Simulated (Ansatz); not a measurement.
# Two runs on TaS₂

System: TaS₂ (P-3m1, 3 atoms in the cell).
Method of run A: DFT PBEsol+U, scalar-relativistic, plane waves, PAW, Ueff = 8 eV on Ta atom 1 d, spin-polarised (Ansatz 0.2.0).

The structure derives from an entry of the Crystallography Open Database. Text and figures count atoms from 1; the logs count them from 0 in places.

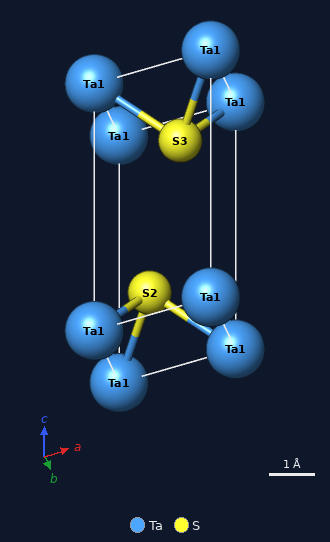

Figure 1. The structure (ball-and-stick view of the cell of the calculation, seen at an oblique angle; atoms are numbered from 1 in the order of the input). Near neighbours in the crystal (not all of them lie inside the picture): Ta has 6 S at 2.43 Å; S has 3 Ta at 2.43 Å.

### Input file, run A
```yaml
crystal:
  lattice:
    - [3.3500014, 0.0, 0.0]
    - [-1.6750007, 2.90118631, 0.0]
    - [0.0, 0.0, 5.85999874]
  atoms:
    - { symbol: Ta, position: [0.0, 0.0, 0.0], spin: 1.0 }
    - { symbol: S, position: [0.3333333333, 0.6666666667, 0.25] }
    - { symbol: S, position: [0.6666666667, 0.3333333333, 0.75] }
basis:
  ecutwfc: 420
  ecutrho_ratio: 4
kpoints:
  mp_grid: { grid: [7, 7, 3] }
hamiltonian:
  xc: pbesol
  hubbard: { sites: [{ site: 0, l: d, u_eff: 8.0 }] }
scf:
  occupations: { method: gaussian, width: 0.05 }
  lower_state_search: "off"
  max_iter: 150
output:
  forces: true
  stress: true
  eigenvalues: true
  populations: true
  hubbard: { sites: [{ site: 0, l: d }] }
magnetization:
  spin_polarized: true
```

Command:
```bash
ansatz run input.yaml --threads 2 --pin off --max-ram 3072MiB --backend cpu --events-out ev --progress --plain --runs-dir out
```

Hardware: 2 threads of Intel Xeon (Granite Rapids), 64 GiB of memory available, shared host.

### Output, shortened to warnings, some set-up lines, iterations and results (run A)
```
Basis set: ecut = 420 eV, 1135 PW (Γ), exchange–correlation on 48×48×80 points (8 copies of the dense FFT grid, shifted against one another)
Symmetry: 12 space group operations
k-points: 20 of 147
Initial density: superposition of atomic densities (chi_scale 0.1, normalization cell, long waves kept (reshape's long-wave potential 0.04 eV rms))
[...]
SCF iter   1: F=—  HF=-11570.623181 eV  |F-HF|=—  |Δ(HF+E_count)|=         —  Δρ=3.02e-2 (↑2.98e-2 ↓3.02e-2)  dr2=1.81e0  dr2_m=1.38e-1  M=0.822 μB ∫|m|=1.048 μB  β_m=0.30  …
SCF iter   2: F=—  HF=-11570.226560 eV  |F-HF|=—  |Δ(HF+E_count)|=   3.97e-1  Δρ=1.89e-2 (↑1.54e-2 ↓1.89e-2)  dr2=3.21e-1  dr2_m=6.85e-2  M=0.835 μB ∫|m|=1.133 μB  β_m=0.30  …
SCF iter   3: F=—  HF=-11570.266565 eV  |F-HF|=—  |Δ(HF+E_count)|=   4.00e-2  Δρ=1.17e-2 (↑8.91e-3 ↓1.17e-2)  dr2=4.19e-2  dr2_m=3.70e-2  M=0.892 μB ∫|m|=1.231 μB  β_m=0.30  …
SCF iter   4: F=—  HF=-11570.356329 eV  |F-HF|=—  |Δ(HF+E_count)|=   8.98e-2  Δρ=7.77e-3 (↑6.72e-3 ↓7.77e-3)  dr2=1.53e-2  dr2_m=2.38e-2  M=0.983 μB ∫|m|=1.340 μB  β_m=1.00  …
SCF iter   5: F=—  HF=-11570.453063 eV  |F-HF|=—  |Δ(HF+E_count)|=   9.67e-2  Δρ=2.31e-3 (↑2.31e-3 ↓1.68e-3)  dr2=1.31e-3  dr2_m=1.83e-3  M=1.000 μB ∫|m|=1.460 μB  β_m=1.00  …
[... 23 lines ...]
SCF iter  29: F=—  HF=-11570.840099 eV  |F-HF|=—  |Δ(HF+E_count)|=   9.98e-5  Δρ=7.19e-5 (↑7.19e-5 ↓9.18e-6)  dr2=2.91e-6  dr2_m=5.96e-7  M=1.000 μB ∫|m|=1.206 μB  β_m=0.73  …
SCF iter  30: F=—  HF=-11570.840115 eV  |F-HF|=—  |Δ(HF+E_count)|=   1.66e-5  Δρ=1.98e-5 (↑1.98e-5 ↓3.17e-6)  dr2=1.81e-7  dr2_m=4.60e-8  M=1.000 μB ∫|m|=1.208 μB  β_m=0.69  …
SCF iter  31: F=-11570.840117 eV  HF=-11570.840116 eV  |F-HF|=2.50e-8  |Δ(HF+E_count)|=   1.29e-6  Δρ=3.59e-6 (↑3.59e-6 ↓3.18e-6)  dr2=5.76e-9  dr2_m=4.08e-9  M=1.000 μB …
SCF iter  32: F=-11570.840117 eV  HF=-11570.840117 eV  |F-HF|=2.50e-9  |Δ(HF+E_count)|=   4.38e-8  Δρ=1.21e-6 (↑1.21e-6 ↓9.99e-7)  dr2=8.50e-10  dr2_m=4.19e-10  M=1.000 μB …
SCF 1 converged in 32 iterations: F = -11570.840117 eV  dr2 = 8.50e-10
SCF converged after 32 iterations
Magnetization: 1.0000 μB (13.0000 up, 12.0000 down)
Absolute magnetization: 1.2078 μB (∫|ρ↑−ρ↓|, with the PAW one-centre terms)
Spin contamination: 0.0272 ħ² per cell (⟨S²⟩ above its minimum at these occupations)
Per-site moments (μB) at R_I (Å): [(0.6030582346690427, 1.0008597021489294), (-0.0244878141091276, 1.0008597021489294), (-0.024487814109127582, 1.0008597021489294)]
Free energy (F): -11570.840117 eV
Harris-Foulkes:  -11570.840117 eV  (|F-HF|=2.50e-9)
Internal energy: -11570.840117 eV  (E = F + TS)
E sigma→0 (E₀):  -11570.840117 eV
Fermi energy:    10.972022 eV
--- Per-component energies (eV) ---
  E_band       = -189.520299
  E_kinetic    = 587.518619
  E_local      = -1417.315775  (includes V_loc(G=0)·N_el)
  E_nonlocal   = 74.410768
  E_hartree    = 536.592176
  E_xc         = -412.220484
  E_vxc        = -382.331663  (∫ρ·V_xc dr)
  E_hubbard    = 7.131124  (on-site DFT+U / exact-exchange correction)
  E_vhub       = 0.122351  (the Hubbard potential's part of the band-sum identity)
  E_paw        = -9441.084313  (= ΣΔE_a)
  E_vpaw       = -125.108822  (= ΣTr[D̂ρ^β])
  E_aug_tail   = 0.000128  (compensation charges beyond the density's cutoff)
  E_ewald      = -1506.209906
  E_core_change = 0.337545  (= ΣΔE_core)
  E_smearing   = -0.000000  (= −TS)
  E_closure    = -0.000000  (closes the sum)
  Σ components = -11570.840117   (vs F -11570.840117, Δ=0.00e0)
--- Forces (eV/Å), atoms counted from 1 ---
  atom   1  Ta     0.00000000    -0.00000000     0.00000000
  atom   2  S      0.00000000    -0.00000000     1.32109335
  atom   3  S      0.00000000     0.00000000    -1.32109335
  max |Σ_I F_I| component: 9.25e-18 eV/Å
--- Stress (GPa, compression-positive) ---
       21.540979       0.000000       0.000000
       -0.000000      21.540979      -0.000000
        0.000000      -0.000000      11.942687
  P = ⅓ Tr σ = 18.3415 GPa (183.415 kbar)
Occupation matrices written to [file]
--- Löwdin populations: 3 sites ---
  site symbol       q [e]    m [muB]
     0     Ta     12.1381     1.0690
     1      S      6.3249    -0.0476
     2      S      6.3249    -0.0476
  spilling = 0.008485 (of n_electrons = 25.000000)
--- Occupation matrices: 1 shell (run DFT+U table (all-electron-ortho-atomic); ε = 3.63e-3) ---
  Ta0 d_5D: site group D3d (-3m)
  Ta0 d_5D up     Tr n = 2.2910  λ = 0.241 0.241 0.443 0.443 0.924  [2× x2-y2 0.37 (T2g 0.99) Eg(1.00) | 2× xz 0.37 (Eg 0.99) Eg(1.00) | z2 1.00 (T2g 1.00) A1g(1.00)]
  Ta0 d_5D dn     Tr n = 1.2439  λ = 0.123 0.157 0.157 0.404 0.404  [z2 1.00 (T2g 1.00) A1g(1.00) | 2× x2-y2 0.32 (T2g 1.00) Eg(1.00) | 2× xz 0.32 (Eg 1.00) Eg(1.00)]
[...]
```

For run B the input was changed thus:
```diff
-    - { symbol: Ta, position: [0.0, 0.0, 0.0], spin: 1.0 }
+    - { symbol: Ta, position: [0.0, 0.0, 0.0] }
+  initial_magnetization: 0.0
+  spin_locking: { lock_magnetization: hard }
```

Predict how the results change.

The total moment is fixed by the input in run B, so the state need not be the lowest. With the same functional and potentials, run B lies 232.1 meV per atom higher. The gap of 1.39 eV on the mesh closes. The net moment of the cell goes from 1.00 to 0.00 μB. The pressure goes from 18.34 to 9.68 GPa. The largest force goes from 1.321 to 0.974 eV/Å. The SCF takes 10 iterations against 32.

### Output, shortened to warnings, some set-up lines, iterations and results (run B)
```
Warning: output.stress: scf.convergence.dr2_threshold = 1e-7 eV (the SCF's general default) is looser than the 3e-10 eV advised for a printed stress (1e-10 eV for each atom of the cell: 3). What an SCF threshold leaves in a stress goes as its square root, and in the free energy as the threshold itself, and one threshold admits the most on a small cell: of the crystals measured, under no hybrid …
Basis set: ecut = 420 eV, 1135 PW (Γ), exchange–correlation on 48×48×80 points (8 copies of the dense FFT grid, shifted against one another)
Symmetry: 12 space group operations
k-points: 20 of 147
Initial density: superposition of atomic densities (chi_scale 0.1, normalization cell, long waves kept (reshape's long-wave potential 0.07 eV rms))
[...]
SCF iter   1: F=—  HF=-11570.698997 eV  |F-HF|=—  |Δ(HF+E_count)|=         —  Δρ=2.39e-2 (↑2.39e-2 ↓2.39e-2)  dr2=2.91e0  dr2_m=0.00e0  M=0.000 μB ∫|m|=0.000 μB  β_m=0.30  …
SCF iter   2: F=—  HF=-11570.520947 eV  |F-HF|=—  |Δ(HF+E_count)|=   1.78e-1  Δρ=1.80e-2 (↑1.80e-2 ↓1.80e-2)  dr2=2.04e0  dr2_m=0.00e0  M=0.000 μB ∫|m|=0.000 μB  β_m=0.65  …
SCF iter   3: F=—  HF=-11570.124702 eV  |F-HF|=—  |Δ(HF+E_count)|=   3.96e-1  Δρ=4.72e-3 (↑4.72e-3 ↓4.72e-3)  dr2=1.05e-1  dr2_m=0.00e0  M=0.000 μB ∫|m|=0.000 μB  β_m=0.77  …
SCF iter   4: F=—  HF=-11570.137845 eV  |F-HF|=—  |Δ(HF+E_count)|=   1.31e-2  Δρ=2.22e-3 (↑2.22e-3 ↓2.22e-3)  dr2=2.97e-2  dr2_m=0.00e0  M=0.000 μB ∫|m|=0.000 μB  β_m=0.89  …
SCF iter   5: F=—  HF=-11570.140039 eV  |F-HF|=—  |Δ(HF+E_count)|=   2.19e-3  Δρ=6.89e-4 (↑6.89e-4 ↓6.89e-4)  dr2=1.55e-3  dr2_m=0.00e0  M=0.000 μB ∫|m|=0.000 μB  β_m=0.94  …
SCF iter   6: F=—  HF=-11570.142391 eV  |F-HF|=—  |Δ(HF+E_count)|=   2.35e-3  Δρ=3.95e-4 (↑3.95e-4 ↓3.95e-4)  dr2=4.62e-4  dr2_m=0.00e0  M=0.000 μB ∫|m|=0.000 μB  β_m=0.97  …
SCF iter   7: F=—  HF=-11570.143569 eV  |F-HF|=—  |Δ(HF+E_count)|=   1.18e-3  Δρ=1.82e-4 (↑1.82e-4 ↓1.82e-4)  dr2=1.10e-4  dr2_m=0.00e0  M=0.000 μB ∫|m|=0.000 μB  β_m=0.99  …
SCF iter   8: F=—  HF=-11570.143809 eV  |F-HF|=—  |Δ(HF+E_count)|=   2.40e-4  Δρ=7.06e-5 (↑7.06e-5 ↓7.06e-5)  dr2=1.42e-5  dr2_m=0.00e0  M=0.000 μB ∫|m|=0.000 μB  β_m=0.99  …
SCF iter   9: F=—  HF=-11570.143840 eV  |F-HF|=—  |Δ(HF+E_count)|=   3.18e-5  Δρ=1.92e-5 (↑1.92e-5 ↓1.92e-5)  dr2=1.26e-6  dr2_m=0.00e0  M=0.000 μB ∫|m|=0.000 μB  β_m=1.00  …
SCF iter  10: F=-11570.143842 eV  HF=-11570.143842 eV  |F-HF|=1.08e-7  |Δ(HF+E_count)|=   1.19e-6  Δρ=5.46e-6 (↑5.46e-6 ↓5.46e-6)  dr2=7.70e-8  dr2_m=0.00e0  M=0.000 μB …
SCF 1 converged in 10 iterations: F = -11570.143842 eV  dr2 = 7.70e-8
SCF converged after 10 iterations
Stability checked in part: among states of this total moment the steps that led to this state did not find it unstable. No probe was made; neither looks for a lower state of another moment (fixed_total_moment; see scf.lower_state_search)
Magnetization: 0.0000 μB (12.5000 up, 12.5000 down)
Absolute magnetization: 0.0000 μB (∫|ρ↑−ρ↓|)
Spin contamination: 0.0000 ħ² per cell (⟨S²⟩ above its minimum at these occupations)
Per-site moments (μB) at R_I (Å): [(0.0, 1.0008597021489294), (0.0, 1.0008597021489294), (0.0, 1.0008597021489294)]
Free energy (F): -11570.143842 eV
Harris-Foulkes:  -11570.143842 eV  (|F-HF|=1.08e-7)
Internal energy: -11570.139508 eV  (E = F + TS)
E sigma→0 (E₀):  -11570.141675 eV
Entropy (-TS):   -0.004334 eV (-1.445 meV/atom)
Fermi energy:    11.099115 (↑ 11.099115, ↓ 11.099115) eV
--- Per-component energies (eV) ---
  E_band       = -188.038522
  E_kinetic    = 583.492252
  E_local      = -1414.952748  (includes V_loc(G=0)·N_el)
  E_nonlocal   = 74.235352
  E_hartree    = 535.972990
  E_xc         = -411.190151
  E_vxc        = -381.047824  (∫ρ·V_xc dr)
  E_hubbard    = 9.058707  (on-site DFT+U / exact-exchange correction)
  E_vhub       = 3.366476  (the Hubbard potential's part of the band-sum identity)
  E_paw        = -9440.883677  (= ΣΔE_a)
  E_vpaw       = -125.080385  (= ΣTr[D̂ρ^β])
  E_aug_tail   = 0.000128  (compensation charges beyond the density's cutoff)
  E_ewald      = -1506.209906
  E_core_change = 0.337545  (= ΣΔE_core)
  E_smearing   = -0.004334  (= −TS)
  E_closure    = -0.000000  (closes the sum)
  Σ components = -11570.143842   (vs F -11570.143842, Δ=0.00e0)
--- Forces (eV/Å), atoms counted from 1 ---
  atom   1  Ta     0.00000000     0.00000000     0.00000000
  atom   2  S      0.00000000     0.00000000     0.97364930
  atom   3  S      0.00000000    -0.00000000    -0.97364930
  max |Σ_I F_I| component: 1.11e-16 eV/Å
--- Stress (GPa, compression-positive) ---
       10.264199      -0.000000       0.000000
        0.000000      10.264199      -0.000000
        0.000000      -0.000000       8.499995
  P = ⅓ Tr σ = 9.6761 GPa (96.761 kbar)
Occupation matrices written to [file]
--- Löwdin populations: 3 sites ---
  site symbol       q [e]    m [muB]
     0     Ta     12.2803     0.0000
     1      S      6.2531     0.0000
     2      S      6.2531     0.0000
  spilling = 0.008542 (of n_electrons = 25.000000)
--- Occupation matrices: 1 shell (run DFT+U table (all-electron-ortho-atomic); ε = 7.47e-3) ---
  Ta0 d_5D: site group D3d (-3m)
  Ta0 d_5D up     Tr n = 1.8439  λ = 0.243 0.346 0.346 0.455 0.455  [z2 1.00 (T2g 1.00) A1g(1.00) | 2× x2-y2 0.50 (T2g 0.64) Eg(1.00) | 2× xz 0.50 (Eg 0.64) Eg(1.00)]
[...]
```

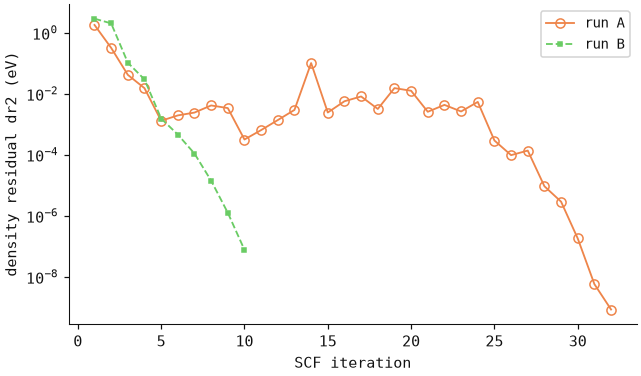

Figure 2. Convergence of the two runs: density residual dr2 against the SCF iteration. Run A takes 32 iterations in all, and run B takes 10.

### The two runs side by side

| quantity | run A | run B |
| --- | --- | --- |
| outcome | converged | converged |
| free energy per atom (eV) | −3856.9467 | −3856.7146 |
| energy per atom, smearing taken to zero (eV) | −3856.9467 | −3856.7139 |
| gap on the mesh (eV) | 1.39 | 0.00 |
| net moment of the cell (μB) | 1.00 | 0.00 |
| absolute moment of the cell (μB) | 1.21 | 0.00 |
| pressure (GPa) | 18.34 | 9.68 |
| largest force (eV/Å) | 1.321 | 0.974 |
| SCF iterations | 32 | 10 |
| irreducible k-points | 20 | 20 |
| plane waves at Γ | 1135 | 1135 |
| wall time (shared host) | 3.5 s | 1.3 s |

For both runs: Spin–orbit coupling is left out, which matters for Ta. For run A: The cell is under a pressure of 18.3 GPa at this level, so it is not at its equilibrium volume. For run B: Warnings: the SCF threshold is looser than advised for the printed stress. The cell is under a pressure of 9.7 GPa at this level, so it is not at its equilibrium volume.
